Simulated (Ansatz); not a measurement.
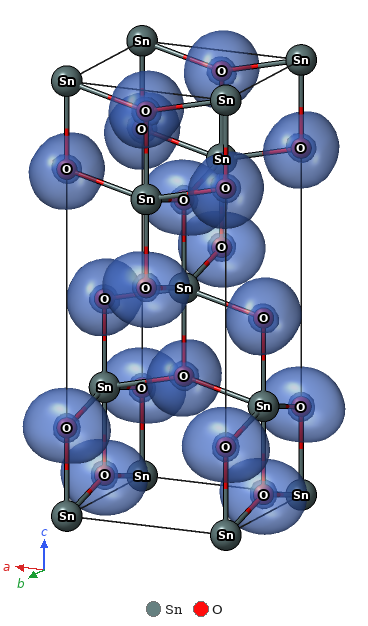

The picture shows: SnO₂. Isosurface of the ELF at 0.65 (blue), seen at an oblique angle. Core shells and regions of very low density are left out. Sticks mark near contacts.

Space group I4₁/amd; a structure from a database of computed crystals, not necessarily the ambient phase.

Level of theory: Ansatz 0.2.0, Kohn-Sham DFT of a periodic cell, PBEsol, Ansatz PAW.

Core electrons are frozen (PAW), and the valence fields are smoothed inside the atomic spheres.

Question: Describe the localisation domains.

Answer: At this value the surface marks out eight regions wrapped around O (the valence shell of each), counted in one cell of 12 atoms. Regions shared between cells count once.

Values along the shortest contacts:
Sn–O (2.06 Å): the ELF peaks at about 0.80 in the valence shell of O, 0.6 Å from its nucleus, and is about 0.25 at the midpoint (no shared electron pair shows on this line).

Question: Does the calculation make it a metal, or give it a gap?

Answer: It is gapped, with a Kohn–Sham gap of 1.5 eV on the k-point mesh (the band edges may lie off the mesh, which would make the gap smaller).
